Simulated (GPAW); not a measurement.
# How the form of the self-energy moves the gap of BeS (honeycomb monolayer)

How much does the gap of BeS (honeycomb monolayer) depend on the approximation to the self-energy?

Method: LDA and many-body steps on it, plane waves, in GPAW 26.7.0.

### Step 1. Starting point

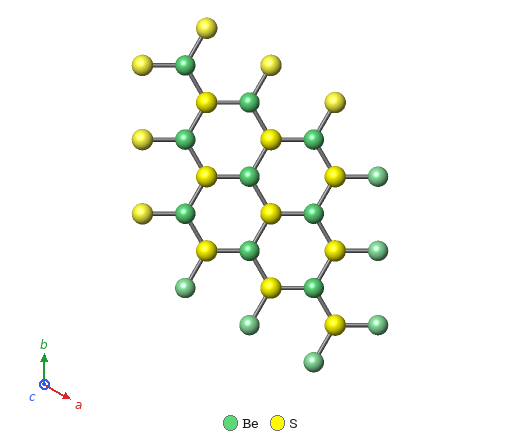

The cell as given, from above (beryllium green, sulfur yellow). 3×3×1 cells are drawn. Some periodic images of atoms are drawn too.

The cell holds 2 atoms: 1 Be and 1 S. Cell: a = 3.418 Å, b = 3.418 Å, c = 11.400 Å, α = 90.0°, β = 90.0°, γ = 120.0°. Vacuum lies along c.

Coordinates:

```xyz
2
Lattice="3.4179 0.0000 0.0000 -1.7090 2.9600 0.0000 0.0000 0.0000 11.4000" Properties=species:S:1:pos:R:3
Be    0.0000    1.9733    5.6973
S     1.7090    0.9867    5.7027
```

The structure was relaxed with LDA. The runs that relaxed it are not among those shown.

### Step 2. Empty states on the mesh, 12×12×1 mesh, 271 bands

This step: GPAW 26.7.0; DFT, LDA, plane waves, PAW.

The sums over transitions need many empty states on a uniform mesh; this step solves for them.

The input, run.py:

```python
import json
import numpy as np
from gpaw.mpi import world
from gpaw import GPAW

calc = GPAW('gs.gpw').fixed_density(kpts={'size': (12, 12, 1), 'gamma': True},
    nbands=316,
    convergence={'bands': 271},
    txt='nscf.txt')
calc.write('full.gpw', mode='all')
res = {}
kpts = calc.get_ibz_k_points()
res['kpts'] = kpts
res['eigenvalues'] = [calc.get_eigenvalues(kpt=k) for k in range(len(kpts))]
res['n_electrons'] = calc.get_number_of_electrons()

if world.rank == 0:
    with open('result.json', 'w') as f:
        json.dump(res, f, default=lambda x: x.tolist())
```

On the command line:

```console
> mpirun -n 4 gpaw python run.py
```

Output:

```text
Diagonalizing LCAO Hamiltonian
Converting LCAO to pw mode
convergence criteria:
- Maximum integral of absolute [eigenst]ate change: 4e-08 eV^2 / valence electron
maximum number of iterations: 100

SCF iterations
|iter     |     time |      energy | eigst |  dens |
|iter:   1|  |             | +5.21 |       |
|iter:   2|  |             | +4.04 |       |
|iter:   3|  |             | +2.93 |       |
[...]
|iter:  16|  |             | -6.93 |       |
|iter:  17|  |             | -7.26 |       |
|iter:  18|  |             | -7.55c|       |
SCF steps: 18
  __  _  _
 | _ |_)|_||  |
 |__||  | ||/\| - 26.7.0

Input parameters:
  mode=PW(ecut=600.0),
  convergence={'bands': 271},
  gpts=array([20, 20, 70]),
  kpts=MonkhorstPack(size=(12, 12, 1), gamma=True),
  maxiter=100,
  nbands=316,
  occupations=Occupations(name='fermi-dirac', width=0.001, fixmagmom=False),
  parallel={},
  xc=XC(name='LDA')
# Writing to full.gpw (mode='all')
  [... matrices ...]

timing:  # [seconds]
  Total: 0.128  # ━━━━━━━━━━━━━━━━━━━━━━━━━━━━━━━━━━━━━━━━━━━━━━━━━━━━━━━━━━━
```

Run time: 4.3 min. Hardware: 4 MPI ranks of Arm Neoverse V1, shared host; peak memory 1.4 GiB.

This step gave:

| Property | Result |
| --- | --- |
| gap | 4.290 eV |
| k of the valence top | 0.3333, 0.3333, 0 |
| k of the conduction bottom | 0.5, 0.5, 0 |
| least direct gap | 4.437 eV |
| k points computed | 19 |
| lowest point of the top converged band, above the valence top | 101.6353 eV |

On this mesh the gap is 4.290 eV.

### Step 3. One-shot HSE06

This step: one-shot HSE06 levels on LDA orbitals, plane waves, PAW.

The input, run.py:

```python
import json
import numpy as np
from gpaw.mpi import world
from gpaw.hybrids.eigenvalues import non_self_consistent_eigenvalues

dft, vxc, vxc_hyb = non_self_consistent_eigenvalues('full.gpw', 'HSE06', 2, 6, kpt_indices=[0, 9, 18])
res = {'dft': dft[0], 'hybrid': (dft - vxc + vxc_hyb)[0]}
if world.rank == 0:
    with open('hybrid.txt', 'w') as f:
        for k, e0, e1 in zip([0, 9, 18], res['dft'], res['hybrid']):
            print(k, ' '.join(f'{x:9.4f}' for x in e0), '|', ' '.join(f'{x:9.4f}' for x in e1), file=f)

if world.rank == 0:
    with open('result.json', 'w') as f:
        json.dump(res, f, default=lambda x: x.tolist())
```

On the command line:

```console
> mpirun -n 4 gpaw python run.py
```

Output:

```text
IBZ(<points: 19, symmetries: 6>)
Occupied bands: 4
Transforming wave functions from IBZ to BZ: 0.075 seconds
Distributing wave functions and iFFT-ing to real space: 0.371 seconds
Calculating eigenvalues:
  k-points: 3
  Bands: 2-5 (inclusive)
  Seconds: 1.401 (wave-function broadcasting: 0.012 seconds)
HSE06-eigenvalue shifts:
  min: -0.953 eV
  ave: 0.010 eV
  max: 0.881 eV
```

Run time: 5 s. Hardware: 4 MPI ranks; peak memory 1.3 GiB; 19 s of CPU time.

This step gave:

```yaml
starting_gap_on_the_mesh: 4.290 eV
hybrid_gap_on_the_mesh: 5.639 eV
least_direct_hybrid_gap_on_the_computed_points: 5.855 eV
```

### Step 4. GLLB-SC, self-consistent

This step: DFT, GLLB-SC with its derivative discontinuity, plane waves, PAW.

The input, run.py:

```python
import json
import numpy as np
from gpaw.mpi import world
from ase import Atoms
from gpaw import GPAW, PW, FermiDirac

atoms = Atoms(['Be', 'S'],
    cell=[[3.4179054806, 0.0000000000, 0.0000000000],
      [-1.7089527403, 2.9599929739, 0.0000000000],
      [0.0000000000, 0.0000000000, 11.4000000000]],
    scaled_positions=[[0.3333333333, 0.6666666667, 0.4997631494],
      [0.6666666667, 0.3333333333, 0.5002354137]],
    pbc=(True, True, False))
calc = GPAW(mode=PW(600),
    xc='GLLBSC',
    kpts={'size': (12, 12, 1), 'gamma': True},
    occupations=FermiDirac(0.001),
    nbands=-7,
    convergence={'bands': -3},
    maxiter=120,
    txt='gllbsc.txt')
atoms.calc = calc
atoms.get_potential_energy()
homo, lumo = calc.get_homo_lumo()
response = calc.hamiltonian.xc.response
dxc_pot = response.calculate_discontinuity_potential(homo, lumo)
ks_gap, dxc = response.calculate_discontinuity(dxc_pot)
res = {'ks_gap': ks_gap, 'dxc': dxc}

if world.rank == 0:
    with open('result.json', 'w') as f:
        json.dump(res, f, default=lambda x: x.tolist())
```

On the command line:

```console
> mpirun -n 4 gpaw python run.py
```

Output:

```text
[banner, memory and clock lines left out]
___ ___ ___ _ _ _
 |   |   |_  | | | |
 | | | | | . | | | |
 |__ |  _|___|_____|  26.7.0
 |___|_|

Input parameters:
  convergence: {bands: -3}
  kpts: {gamma: True,
         size: (12, 12, 1)}
  maxiter: 120
  mode: {ecut: 600.0,
         name: pw}
  nbands: -7
  occupations: {fixmagmom: False,
                name: fermi-dirac,
                width: 0.001}
  xc: GLLBSC

System changes: positions, numbers, cell, pbc, initial_charges, initial_magmoms

Initialize ...

species:
  Be:
    name:    Beryllium
    Z:       4.0
    valence: 2
    core:    2
    charge:  0.0  # [|e|]
    compensation charges:
      type: gauss
      rc: 0.25  # [Å]
      lmax: 2
    cutoffs:
      filter: 1.42  # [Å]
      core: 1.84  # [Å]
    projectors
    | kind |    occ | energy [eV] | rcut [Å] |
    |   2s |  2.000 |      -8.330 |    0.794 |
    |   2p |  0.000 |      -4.422 |    0.794 |
    |    s |        |      18.882 |    0.794 |

    Using partial waves for Be as LCAO basis

  S:
    name:    Sulfur
    Z:       16.0
    valence: 6
    core:    10
    charge:  0.0  # [|e|]
    compensation charges:
      type: gauss
      rc: 0.24  # [Å]
      lmax: 2
    cutoffs:
      filter: 1.77  # [Å]
      core: 1.66  # [Å]
    projectors
    | kind |    occ | energy [eV] | rcut [Å] |
    |   3s |  2.000 |     -20.260 |    0.974 |
    |   3p |  4.000 |     -10.120 |    0.979 |
    |    s |        |       6.952 |    0.974 |
    |    p |        |      17.091 |    0.979 |
    |    d |        |       0.000 |    0.900 |

    Using partial waves for S as LCAO basis

Reference energy: -11235.026157  # eV

Spin-paired calculation

Convergence criteria:
 Maximum [total energy] change in last 3 cyles: 0.0005 eV / valence electron
 Maximum integral of absolute [dens]ity change: 0.0001 electrons / valence electron
 Maximum integral of absolute [eigenst]ate change: 4e-08 eV^2 / valence electron
 Maximum number of scf [iter]ations: 120
 (Square brackets indicate name in SCF output, whereas a 'c' in
 the SCF output indicates the quantity has converged.)
  [... matrices ...]
Symmetries present (total): 6

  [... matrices ...]
144 k-points: 12 x 12 x 1 Monkhorst-Pack grid + [1/24,1/24,0.000000]
19 k-points in the irreducible part of the Brillouin zone
       k-points in crystal coordinates                weights
   0:    -0.00000000   -0.00000000    0.00000000          1/144
   1:     0.08333333   -0.00000000    0.00000000          6/144
   2:     0.16666667   -0.08333333    0.00000000          6/144
   3:     0.16666667   -0.00000000    0.00000000          6/144
   4:     0.25000000   -0.08333333    0.00000000         12/144
   5:     0.25000000   -0.00000000    0.00000000          6/144
   6:     0.33333333   -0.16666667    0.00000000          6/144
   7:     0.33333333   -0.08333333    0.00000000         12/144
   8:     0.33333333   -0.00000000    0.00000000          6/144
   9:     0.33333333    0.33333333    0.00000000          2/144
          ...
  18:     0.50000000    0.50000000    0.00000000          3/144

Wave functions: Plane wave expansion
  Cutoff energy: 600.000 eV
  Number of coefficients (min, max): 3826, 3878
  Pulay-stress correction: 0.000000 eV/Ang^3 (de/decut=0.000000)
  Using FFTW library
  Wavefunction extrapolation:
    Improved wavefunction reuse through dual PAW basis

Occupation numbers: Fermi-Dirac:
  width: 0.0010  # eV

Eigensolver
   Davidson(niter=2)

Densities:
  Coarse grid: 20*20*70 grid
  Fine grid: 40*40*140 grid
  Total Charge: 0.000000

Density mixing:
  Method: separate
  Backend: msr1
  Linear mixing parameter: 0.05
  old densities: 10
  Width of damping distribution: 1.1
  Damping of long wavelength oscillations: 20

Hamiltonian:
  XC and Coulomb potentials evaluated on a 40*40*140 grid
  Using the GLLBSC Exchange-Correlation functional
  External potential:
    NoExternalPotential

XC parameters: GLLBSC functional being used consists of
  | Weight | Module     | Description                                   |
  |  1.000 | SCREENING  | GGA_X_PBE_SOL with 2 nearest neighbor stencil |
  |  1.000 | RESPONSE   | eps=0.0500 eV                                 |
  |  1.000 | XC         | GGA_C_PBE_SOL with 2 nearest neighbor stencil |

Memory estimate:

Total number of cores used: 4
Parallelization over k-points: 4

Number of atoms: 2
Number of atomic orbitals: 8
Number of bands in calculation: 11
Number of valence electrons: 8
Bands to converge: 8

... initialized

Initializing position-dependent things.

Density initialized from atomic densities
Creating initial wave functions:
  8 bands from LCAO basis set
  3 bands from random numbers

        Be S

Atomic positions and initial magnetic moments

Positions:
   0 Be    -0.000000    1.973329    5.697300    ( 0.0000,  0.0000,  0.0000)
   1 S      1.708953    0.986664    5.702684    ( 0.0000,  0.0000,  0.0000)
  [... matrices ...]
Unit cell:
           periodic     x           y           z      points  spacing
  1. axis:    yes    3.417905    0.000000    0.000000    20     0.1480
  2. axis:    yes   -1.708953    2.959993    0.000000    20     0.1480
  3. axis:    no     0.000000    0.000000   11.400000    70     0.1629

  Lengths:   3.417905   3.417905  11.400000
  Angles:   90.000000  90.000000 120.000000

Effective grid spacing dv^(1/3) = 0.1603

iter:   1     -9.405183   +1.37
iter:   2    -10.356145   +0.26  -0.87
iter:   3     -9.953857   -0.47  -0.79
iter:   4     -9.904269   -0.28  -1.01
iter:   5     -9.907472   -0.83  -1.17
iter:   6     -9.951934   -1.26  -1.24
iter:   7     -9.914762   -1.69  -1.21
iter:   8     -9.882633   -1.84  -1.30
iter:   9     -9.884418   -2.29  -1.63
iter:  10     -9.861870   -2.31  -1.51
iter:  11     -9.866922   -2.55  -2.03
iter:  12     -9.866857   -3.04  -2.80
iter:  13     -9.868038c  -3.31  -3.23
iter:  14     -9.867748c  -3.75  -3.74
iter:  15     -9.867943c  -4.27  -3.97
iter:  16     -9.868018c  -4.66  -4.66c
iter:  17     -9.868134c  -5.15  -4.86c
iter:  18     -9.868068c  -5.54  -4.78c
iter:  19     -9.868107c  -6.22  -5.34c
iter:  20     -9.868098c  -6.67  -5.47c
iter:  21     -9.868101c  -7.27  -6.13c
iter:  22     -9.868102c  -7.71c -6.63c

Converged after 22 iterations.

Dipole moment: (0.213449, -0.123235, -0.001837) |e|*Ang

Energy contributions relative to reference atoms: (reference = -11235.026157)
  [... matrices ...]
Kinetic:        +23.422109
Potential:      -21.736846
External:        +0.000000
XC:             -11.699155
Entropy (-ST):   -0.000000
Local:           +0.145789
SIC:             +0.000000
Free energy:     -9.868102
Extrapolated:    -9.868102

GLLBSC response reference energy: -5.69256 eV (from HOMO)
  [... matrices ...]
Showing only first 2 kpts
 Kpt  Band  Eigenvalues  Occupancy
  0     2     -5.88379    2.00000
  0     3     -5.88379    2.00000
  0     4      0.72781    0.00000
  0     5      1.64723    0.00000

  1     2     -6.24475    2.00000
  1     3     -6.01058    2.00000
  1     4      0.89034    0.00000
  1     5      1.59561    0.00000

Fermi level: -4.98348

Gap: 5.217 eV
Transition (v -> c):
  (s=0, k=9, n=3, [0.33, 0.33, 0.00]) -> (s=0, k=18, n=4, [0.50, 0.50, 0.00])
Direct/indirect transitions are different
Direct gap: 5.428 eV
Transition at: (s=0, k=9, n=3, [0.33, 0.33, 0.00])
  [... matrices ...]
```

Elapsed: 10 s, on 4 MPI ranks; peak memory 0.79 GiB.

Numbers from this step:

```yaml
starting_gap_on_the_mesh: 5.217 eV
derivative_discontinuity: 2.446 eV
quasiparticle_gap_on_the_mesh: 7.663 eV
```

(Continued in part 2 of 2.)

[Paths, hosts, dates, memory and timing lines, banners, echoed tables and standing remarks are left out of the program output.]

[Logs are printed without paths, hosts, clocks, repeated set-up lines and the standing remarks that a program may print on its own settings, such as how far it seeks lower states.]

[Runs of the session that timed out or met a known fault of the program may be left out.]

[Hosts, paths, dates, database ids (printed as entryN), source tags and the programs' standing remarks are cut or masked in the printed files.]
